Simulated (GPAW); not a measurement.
**How ZrC absorbs and reflects light**

Aim: the dielectric function of ZrC, and the optical constants that follow from it. The cell comes from an older database entry, whose edges can differ from later determinations, mostly by under a per cent.

Calculated with GPAW 26.7.0; DFT, PBE, plane-wave PAW (GPAW data sets), scalar-relativistic, RPA, optical limit.

The database entry behind the starting cell differs from later determinations by our own check (an axis about 0.7 % long against later determinations), so it need not match the best structure at ambient conditions.

## Step 1: The starting structure

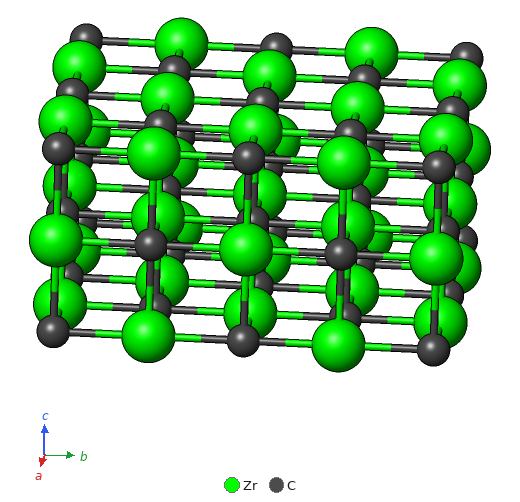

Start, viewed slightly off an axis; zirconium green, carbon dark grey. 2×2×1 cells are drawn. This picture shows the conventional cell, with its axes. Some periodic images of atoms are drawn too.

## Step 2: Ground state

First the ground state: is it a metal or has it a gap?

This step: DFT, PBE, plane-wave PAW (GPAW data sets), scalar-relativistic, ground state (GPAW 26.7.0).

Contents of gs.py:

```python
from ase import Atoms
from ase.dft.bandgap import bandgap
from gpaw import GPAW, PW, FermiDirac

atoms = Atoms(['Zr', 'C'],
              cell=[[0.000000000000, 2.365000000000, 2.365000000000],
                    [2.365000000000, 0.000000000000, 2.365000000000],
                    [2.365000000000, 2.365000000000, 0.000000000000]],
              scaled_positions=[[0.500000000000, 0.500000000000, 0.500000000000],
                                [0.000000000000, 0.000000000000, 0.000000000000]],
              pbc=[True, True, True])
atoms.calc = GPAW(mode=PW(500), xc='PBE', kpts={'size': (8, 8, 8), 'gamma': True},
                  occupations=FermiDirac(0.05), maxiter=150, txt='gs.txt')
print('energy (eV)', atoms.get_potential_energy())
print('Fermi level (eV)', atoms.calc.get_fermi_level())
print('valence electrons', atoms.calc.get_number_of_electrons())
print('gap (eV)', bandgap(atoms.calc, output=None)[0])
print('direct gap (eV)', bandgap(atoms.calc, direct=True, output=None)[0])
atoms.calc.write('gs.gpw')
```

The run is started by

```sh
OMP_NUM_THREADS=1 python gs.py
```

Numbers of over 12 decimals in the logs are rounded to 6 here.

What it wrote:

```text
__  _  _
 | _ |_)|_||  |
 |__||  | ||/\| - 26.7.0

Versions:
  Python: 3.12.14
  ASE:    3.29.0
  Numpy:  2.5.5
  Scipy:  1.18.1
  Libxc:  7.0.0

Input parameters:
  mode=PW(ecut=500.0),
  kpts=MonkhorstPack(size=(8, 8, 8), gamma=True),
  maxiter=150,
  occupations=Occupations(name='fermi-dirac', width=0.05, fixmagmom=False),
  xc=XC(name='PBE')

Diagonalizing LCAO Hamiltonian
Converting LCAO to pw mode

               Zr

       C

Atoms  # Å, Bohr magnetons
|   | symbol |        x |        y |        z |    initial magnetic moments |
| 0 |     Zr | 2.365000 | 2.365000 | 2.365000 | ( 0.0000,  0.0000,  0.0000) |
| 1 |      C | 0.000000 | 0.000000 | 0.000000 | ( 0.0000,  0.0000,  0.0000) |

Unit cell  # Å
| periodic |        x |        y |        z |  lengths |    angles |
|      yes | 0.000000 | 2.365000 | 2.365000 | 3.344615 | 60.000000 |
|      yes | 2.365000 | 0.000000 | 2.365000 | 3.344615 | 60.000000 |
|      yes | 2.365000 | 2.365000 | 0.000000 | 3.344615 | 60.000000 |

Number of symmetries: 48
Symmetry operations  # r_c * U_cc + t_c -> r_c
|    | kind |            matrix            |
|  0 |  σ   |  1, 0, 0,  1, 0,-1,  1,-1, 0 |
|  1 |  C2  |  1, 0, 0,  1,-1, 0,  1, 0,-1 |
|  2 |  E   |  1, 0, 0,  0, 1, 0,  0, 0, 1 |
|  3 |  σ   |  1, 0, 0,  0, 0, 1,  0, 1, 0 |
|  4 |  C4  |  1, 0,-1,  1, 0, 0,  1,-1, 0 |
|  5 |  S6  |  1, 0,-1,  1,-1, 0,  1, 0, 0 |
|  6 |  σ   |  1, 0,-1,  0, 1,-1,  0, 0,-1 |
|  7 |  C3  |  1, 0,-1,  0, 0,-1,  0, 1,-1 |
|  8 |  S6  |  1,-1, 0,  1, 0, 0,  1, 0,-1 |
|  9 |  C4  |  1,-1, 0,  1, 0,-1,  1, 0, 0 |
| 10 |  C3  |  1,-1, 0,  0,-1, 1,  0,-1, 0 |
| 11 |  σ   |  1,-1, 0,  0,-1, 0,  0,-1, 1 |
| 12 |  σ   |  0, 1, 0,  1, 0, 0,  0, 0, 1 |
| 13 |  C4  |  0, 1, 0,  0, 1,-1, -1, 1, 0 |
| 14 |  C3  |  0, 1, 0,  0, 0, 1,  1, 0, 0 |
| 15 |  S6  |  0, 1, 0, -1, 1, 0,  0, 1,-1 |
| 16 |  C2  |  0, 1,-1,  1, 0,-1,  0, 0,-1 |
| 17 |  σ   |  0, 1,-1,  0, 1, 0, -1, 1, 0 |
| 18 |  S4  |  0, 1,-1,  0, 0,-1,  1, 0,-1 |
| 19 |  C4  |  0, 1,-1, -1, 1, 0,  0, 1, 0 |
| 20 |  C3  |  0, 0, 1,  1, 0, 0,  0, 1, 0 |
| 21 |  σ   |  0, 0, 1,  0, 1, 0,  1, 0, 0 |
| 22 |  S6  |  0, 0, 1,  0,-1, 1, -1, 0, 1 |
| 23 |  C4  |  0, 0, 1, -1, 0, 1,  0,-1, 1 |
| 24 |  S4  |  0, 0,-1,  1, 0,-1,  0, 1,-1 |
| 25 |  C3  |  0, 0,-1,  0, 1,-1,  1, 0,-1 |
| 26 |  C2  |  0, 0,-1,  0,-1, 0, -1, 0, 0 |
| 27 |  S6  |  0, 0,-1, -1, 0, 0,  0,-1, 0 |
| 28 |  S4  |  0,-1, 1,  1,-1, 0,  0,-1, 0 |
| 29 |  C4  |  0,-1, 1,  0, 0, 1, -1, 0, 1 |
| 30 |  C2  |  0,-1, 1,  0,-1, 0,  1,-1, 0 |
| 31 |  σ   |  0,-1, 1, -1, 0, 1,  0, 0, 1 |
| 32 |  C3  |  0,-1, 0,  1,-1, 0,  0,-1, 1 |
| 33 |  S6  |  0,-1, 0,  0, 0,-1, -1, 0, 0 |
| 34 |  S4  |  0,-1, 0,  0,-1, 1,  1,-1, 0 |
| 35 |  C2  |  0,-1, 0, -1, 0, 0,  0, 0,-1 |
| 36 |  C2  | -1, 1, 0,  0, 1, 0,  0, 1,-1 |
| 37 |  S6  | -1, 1, 0,  0, 1,-1,  0, 1, 0 |
| 38 |  S4  | -1, 1, 0, -1, 0, 1, -1, 0, 0 |
| 39 |  C3  | -1, 1, 0, -1, 0, 0, -1, 0, 1 |
| 40 |  S6  | -1, 0, 1,  0, 0, 1,  0,-1, 1 |
| 41 |  C2  | -1, 0, 1,  0,-1, 1,  0, 0, 1 |
| 42 |  C3  | -1, 0, 1, -1, 1, 0, -1, 0, 0 |
| 43 |  S4  | -1, 0, 1, -1, 0, 0, -1, 1, 0 |
| 44 |  C2  | -1, 0, 0,  0, 0,-1,  0,-1, 0 |
| 45 |  i   | -1, 0, 0,  0,-1, 0,  0, 0,-1 |
| 46 |  σ   | -1, 0, 0, -1, 1, 0, -1, 0, 1 |
| 47 |  C2  | -1, 0, 0, -1, 0, 1, -1, 1, 0 |

BZ-sampling:
  Number of BZ points: 512
  Number of IBZ points: 29

  Monkhorst-Pack size: [8, 8, 8]
  Monkhorst-Pack shift: [0.0625, 0.0625, 0.0625]

K-points  # in reciprocal-cell coordinates
|     |                                coordinates |     weight |
|   0 | (  0.00000000,   0.00000000,   0.00000000) | 0.00195312 |
|   1 | (  0.12500000,   0.12500000,   0.00000000) | 0.01171875 |
|   2 | (  0.12500000,   0.12500000,   0.12500000) | 0.01562500 |
|   3 | (  0.25000000,   0.12500000,   0.12500000) | 0.02343750 |
|   4 | (  0.25000000,   0.25000000,   0.00000000) | 0.01171875 |
|   5 | (  0.25000000,   0.25000000,   0.12500000) | 0.04687500 |
|   6 | (  0.25000000,   0.25000000,   0.25000000) | 0.01562500 |
|   7 | (  0.37500000,   0.25000000,  -0.37500000) | 0.04687500 |
|   8 | (  0.37500000,   0.25000000,   0.12500000) | 0.04687500 |
|   9 | (  0.37500000,   0.25000000,   0.25000000) | 0.04687500 |
| ... |                                            |            |
|  28 | (  0.50000000,   0.50000000,   0.50000000) | 0.00781250 |

Plane wave coefficients: 692
Cutoff: 500.0 eV

Spin-components: 1 (collinear spins)
Bands:           14
Projectors:      11
Spin-degeneracy: 2
Datatype:        complex128

Parallelization:
  kpt:    1
  domain: 1
  band:   1

Density:
  Valence electrons: 16.0
  Components: 1
  Grid points: [18 18 18]
  Charge: 0.0  # |e|

Potential:
  Grid points: [18 18 18]

species:
  Zr:
    name:    Zirconium
    id:
    Z:       40.0
    valence: 12
    core:    28
    charge:  0.0  # [|e|]
    compensation charges:
      type: gauss
      rc: 0.40  # [Å]
      lmax: 2
    cutoffs:
      filter: 2.39  # [Å]
      core: 1.59  # [Å]
    projectors
    | kind |    occ | energy [eV] | rcut [Å] |
    |   4s |  2.000 |     -54.478 |    1.323 |
    |   5s |  2.000 |      -4.438 |    1.323 |
    |   4p |  6.000 |     -32.467 |    1.334 |
    |   5p |  0.000 |      -1.470 |    1.334 |
    |   4d |  2.000 |      -3.600 |    1.244 |
    |    d |        |      23.611 |    1.244 |

    Using partial waves for Zr as LCAO basis

  C:
    name:    Carbon
    id:
    Z:       6.0
    valence: 4
    core:    2
    charge:  0.0  # [|e|]
    compensation charges:
      type: gauss
      rc: 0.20  # [Å]
      lmax: 2
    cutoffs:
      filter: 1.14  # [Å]
      core: 1.14  # [Å]
    projectors
    | kind |    occ | energy [eV] | rcut [Å] |
    |   2s |  2.000 |     -13.751 |    0.635 |
    |   2p |  2.000 |      -5.284 |    0.635 |
    |    s |        |      13.461 |    0.635 |
    |    p |        |      21.927 |    0.635 |
    |    d |        |       0.000 |    0.635 |

    Using partial waves for C as LCAO basis

Reference energy: -98921.199351  # eV

eigensolver:
  PPCG
  Converge bands: occupied
  niter=2

density mixing:
  MSR1-Mixer
  Pratt-step length: 0.05
  Maximum mixing coefficient: 0.75
  Old densities: 10
  SVD Regularization: 0.005
  Good broyden scale: 1.0
  Trust region scale: 1.0
  Backstep threshold: 4.0
  History deletion threshold: 6.0
  Fourier metric: weight=20.0, sigma=0.015

occupation numbers:
  Fermi-Dirac:
    width: 0.0500  # eV

poisson solver:
  ecut: 4000.0  # eV

xc functional:
  name: PBE with 2 nearest neighbor stencil

convergence criteria:
- Maximum [total energy] change in last 3 cyles: 0.0005 eV / valence electron
- Maximum integral of absolute [dens]ity change: 0.0001 electrons / valence electron
- Maximum integral of absolute [eigenst]ate change: 4e-08 eV^2 / valence electron
maximum number of iterations: 150

SCF iterations
|iter     |      energy | eigst |  dens |
|iter:   1||  -20.182621 | +0.01 |       |
|iter:   2||  -19.571577 | -1.30 | -0.80 |
|iter:   3||  -18.349661 | -0.78 | -0.88 |
|iter:   4||  -18.357349 | -2.77 | -1.59 |
|iter:   5||  -18.364230 | -3.12 | -1.78 |
|iter:   6||  -18.364183c| -4.47 | -3.06 |
|iter:   7||  -18.364182c| -5.68 | -3.69 |
|iter:   8||  -18.364183c| -6.90 | -4.08c|
|iter:   9||  -18.364183c| -8.09c| -5.28c|

Converged in 9 steps
SCF loop duration: 4.972 s (0.552 s/step)
Energy contributions relative to reference atoms: (reference = -98921.199351)

Energy contributions:
  Kinetic:          11.339108
  Coulomb:         -13.789526
  Zero:              0.313419
  External:          0.000000
  Xc:              -16.225736
  Entropy:          -0.002895
  Spinorbit:         0.000000
  ----------------------------
  Free energy:     -18.365631
  Extrapolated:    -18.364183

dipole moment: (-9.410066, -9.410066, -9.410066)  # |e|*Ang

Fermi level: 10.187
Eigenvalues  # (at kpt = [0.000, 0.000, 0.000])
| band index |      eig [eV] | occ [0-2] |
|          0 |       -37.949 |     2.000 |
|          1 |       -15.682 |     2.000 |
|          2 |       -15.682 |     2.000 |
|          3 |       -15.682 |     2.000 |
|          4 |        -1.009 |     2.000 |
|          5 |        11.164 |     0.000 |
|          6 |        11.164 |     0.000 |
|          7 |        11.164 |     0.000 |
|          8 |        11.319 |     0.000 |
|          9 |        11.319 |     0.000 |
|         10 |        11.319 |     0.000 |
|         11 |        12.990 |     0.000 |
|         12 |        12.990 |     0.000 |
|         13 |        17.311 |     0.000 |

No gap
No difference between direct/indirect transitions

--- standard output ---
energy (eV) -18.364183
Fermi level (eV) 10.187020
valence electrons 16.0
gap (eV) 0.0
direct gap (eV) 0.0
```

Elapsed: 6.6 s, on 1 thread of Arm Neoverse V2, shared host; peak memory 0.13 GiB.

Read-outs, printed or worked out from the files:

* energy: -18.36 eV
* Fermi energy: 10.19 eV
* electrons: 16

There are states at the Fermi level within the smearing, so the occupations stay smeared and the carriers get a Drude term.

## Step 3: Bands for the response

At the fixed density, many empty bands are solved on the mesh of the response, since the spectrum sums over them.

This step: DFT, PBE, plane-wave PAW (GPAW data sets), scalar-relativistic, bands at fixed density (GPAW 26.7.0).

Contents of nscf.py:

```python
from ase.dft.bandgap import bandgap
from gpaw import GPAW, FermiDirac

calc = GPAW('gs.gpw').fixed_density(kpts={'size': (16, 16, 16), 'gamma': True}, nbands=36, convergence={'bands': 30},
                                    occupations=FermiDirac(0.05), txt='nscf.txt')
print('gap (eV)', bandgap(calc, output=None)[0])
print('direct gap (eV)', bandgap(calc, direct=True, output=None)[0])
print('top band over the Fermi level (eV)', min(calc.get_eigenvalues(kpt=k)[29] for k in range(len(calc.get_ibz_k_points()))) - calc.get_fermi_level())
calc.write('full.gpw', mode='all')
```

The run is started by

```sh
OMP_NUM_THREADS=1 python nscf.py
```

What it wrote:

```text
Diagonalizing LCAO Hamiltonian
Converting LCAO to pw mode
convergence criteria:
- Maximum integral of absolute [eigenst]ate change: 4e-08 eV^2 / valence electron
maximum number of iterations: 150

SCF iterations
|iter     |      energy | eigst |  dens |
|iter:   1||             | +3.24 |       |
|iter:   2||             | +1.43 |       |
|iter:   3||             | -0.08 |       |
|iter:   4||             | -1.39 |       |
|iter:   5||             | -2.92 |       |
|iter:   6||             | -4.32 |       |
|iter:   7||             | -5.81 |       |
|iter:   8||             | -6.91 |       |
|iter:   9||             | -7.56c|       |
SCF steps: 9
  __  _  _
 | _ |_)|_||  |
 |__||  | ||/\| - 26.7.0

Versions:
  Python: 3.12.14
  ASE:    3.29.0
  Numpy:  2.5.5
  Scipy:  1.18.1
  Libxc:  7.0.0

Input parameters:
  mode=PW(ecut=500.0),
  convergence={'bands': 30},
  gpts=array([18, 18, 18]),
  kpts=MonkhorstPack(size=(16, 16, 16), gamma=True),
  maxiter=150,
  nbands=36,
  occupations=Occupations(name='fermi-dirac', width=0.05, fixmagmom=False),
  parallel={},
  xc=XC(name='PBE')

--- standard output ---
gap (eV) 0.0
direct gap (eV) 0.0
top band over the Fermi level (eV) 33.628606
```

The job ended after 61 s (1 thread; peak memory 0.21 GiB).

## Step 4: Dielectric function, RPA

Transitions between filled and empty bands, summed over the zone, give the optical response, so mesh, band count and broadening shape it.

The induced potential is part of this response.

This step: DFT, PBE, plane-wave PAW (GPAW data sets), scalar-relativistic, RPA, optical limit (GPAW 26.7.0).

Contents of df.py:

```python
from gpaw.response.df import DielectricFunction

df = DielectricFunction('full.gpw', frequencies={'type': 'nonlinear', 'domega0': 0.03, 'omega2': 8},
                        ecut=50,
                        eta=0.15,
                        nbands=30,
                        rate=0.05,
                        txt='df.txt')
for direction in ['x']:
    df.get_dielectric_function(xc='RPA', direction=direction, filename=f'df_{direction}.csv')
```

The run is started by

```sh
OMP_NUM_THREADS=1 python df.py
```

What it wrote:

```text
Using integrator: PointIntegrator
NonLinearFrequencyDescriptor(from 0.000 to 89.005 eV, 530 points)
Nonperiodic BCs:  [False False False]
Using integrator: PointIntegrator
NonLinearFrequencyDescriptor(from 0.000 to 89.005 eV, 530 points)
Nonperiodic BCs:  [False False False]
Using integrator: PointIntegrator

Calculating chi0 body with:
    Ground state adapter containing:
    Number of spins: 1
    Number of kpoints: 4096
    Number of irreducible kpoints: 145
    Number of completely occupied states: 5
    Number of partially occupied states: 9

    Linear response parametrization:
    q_c: [0.0, 0.0, 0.0]
    Number of frequency points: 530
    Planewave cutoff: 50.0
    Number of bands: 30
    Number of planewaves: 15
    Broadening (eta): 0.15

Integrating chi0 body.

Symmetries of q_c:
    Direct symmetries (Uq -> q): 48
    Indirect symmetries (TUq -> q): 0
In total 48 allowed symmetries.

145 groups of equivalent kpoints. 96.4599609375% reduction.

Integral kind: spectral function

Calculating chi0 optical extensions with:
    Ground state adapter containing:
    Number of spins: 1
    Number of kpoints: 4096
    Number of irreducible kpoints: 145
    Number of completely occupied states: 5
    Number of partially occupied states: 9

    Linear response parametrization:
    Number of frequency points: 530
    Planewave cutoff: 50.0
    Number of bands: 30
    Number of planewaves: 15
    Broadening (eta): 0.15
Integrating chi0 head and wings.

Symmetries of q_c:
    Direct symmetries (Uq -> q): 48
    Indirect symmetries (TUq -> q): 0
In total 48 allowed symmetries.

145 groups of equivalent kpoints. 96.4599609375% reduction.

Integral kind: spectral function wings

Calculating drude chi0 with:
    Number of frequency points:530
    Plasma frequency decay rate: 0.05 eV

    Ground state adapter containing:
    Number of spins: 1
    Number of kpoints: 4096
    Number of irreducible kpoints: 145
    Number of completely occupied states: 5
    Number of partially occupied states: 9

Symmetries of q_c:
    Direct symmetries (Uq -> q): 48
    Indirect symmetries (TUq -> q): 0
In total 48 allowed symmetries.

145 groups of equivalent kpoints. 96.4599609375% reduction.

Integral kind: intraband
Plasma frequency:
[[3.36+0.j 0.  +0.j 0.  -0.j]
 [0.  -0.j 3.36+0.j 0.  +0.j]
 [0.  +0.j 0.  +0.j 3.36+0.j]]
```

Wall time 14 s (1 thread); peak memory 0.23 GiB.

Some rows of df_x.csv (energy; Re and Im without local fields; Re and Im with them):

```text
0.000000, 4604.243771, 0.000000, 4603.793439, 0.000000
0.429336, -42.984705, 64.785197, -43.132243, 64.607600
0.878195, 1.761894, 28.053852, 1.667756, 27.922939
1.347938, 1.550708, 16.479762, 1.480949, 16.435560
1.840057, 4.242132, 16.140990, 4.152747, 16.107064
2.356191, 3.160902, 13.537863, 3.069163, 13.526418
2.898142, 4.325550, 9.474220, 4.213873, 9.431335
3.467895, 2.241543, 11.147964, 2.142115, 11.106570
4.067647, 4.018447, 9.906100, 3.930248, 9.836714
4.699832, 1.632934, 9.227487, 1.568300, 9.205879
5.367152, 2.340153, 8.685191, 2.261550, 8.653862
6.072622, 1.168242, 8.973615, 1.096106, 8.969468
6.819608, -0.197131, 6.485344, -0.260216, 6.496192
7.611886, -0.956120, 8.671554, -1.037969, 8.740857
8.453705, -1.075226, 5.189638, -1.230199, 5.254558
9.349861, -0.767575, 4.561732, -0.971335, 4.625697
10.305790, -2.702730, 4.665551, -2.977926, 4.594336
11.327680, -2.078183, 2.189542, -2.322055, 1.996205
12.422601, -0.735756, 1.653499, -0.915877, 1.364382
13.598673, -0.748943, 1.652255, -0.648216, 1.395818
```

(Continued in part 2 of 2.)

[Machine, clock and banner lines and Python warnings are left out of the logs.]

[Logs are printed without paths, hosts, clocks, repeated set-up lines and the standing remarks that a program may print on its own settings, such as how far it seeks lower states.]

[Hosts, paths, dates, database ids (printed as entryN), source tags and the programs' standing remarks are cut or masked in the printed files.]
